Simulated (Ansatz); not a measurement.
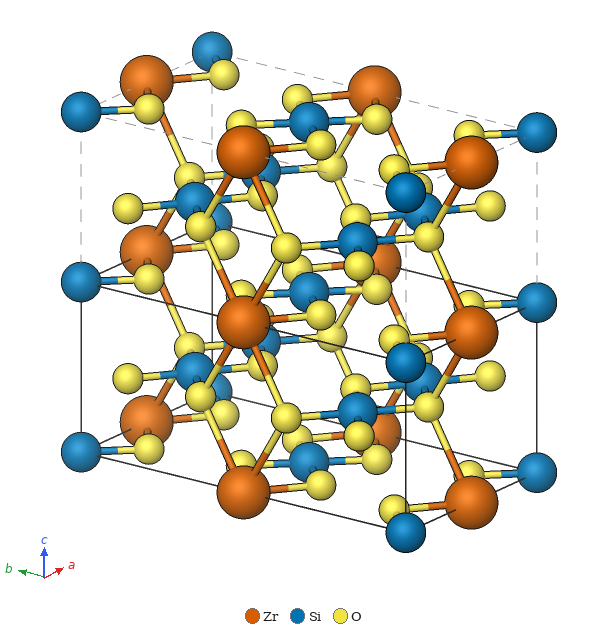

An orthographic ball-and-stick view of the structure, from a general direction. The solid frame is a single conventional unit cell within a 1×1×2 block.

ZrSi3O8, space group Cmmm (No. 65), a = 5.53 Å, b = 10.09 Å, c = 4.52 Å, α = 90.00°, β = 90.00°, γ = 90.00°.

Computational set-up: DFT PBE, scalar-relativistic, plane waves, PAW (Ansatz), plane waves to 420 eV, k-points about 0.23 Å⁻¹ apart, Gaussian smearing of 0.02 eV, no spin polarisation.

Metal or not?

Answer. A semiconductor at this level, with a gap of 1.68 eV on the k-mesh (the true edges may lie between mesh points, so the gap can be somewhat smaller).

The initial geometry was a structure type filled with these elements by a generator (whether the compound takes this form wasn't checked). Atoms and cell were optimised with Ansatz, DFT PBE, scalar-relativistic, plane waves, PAW.
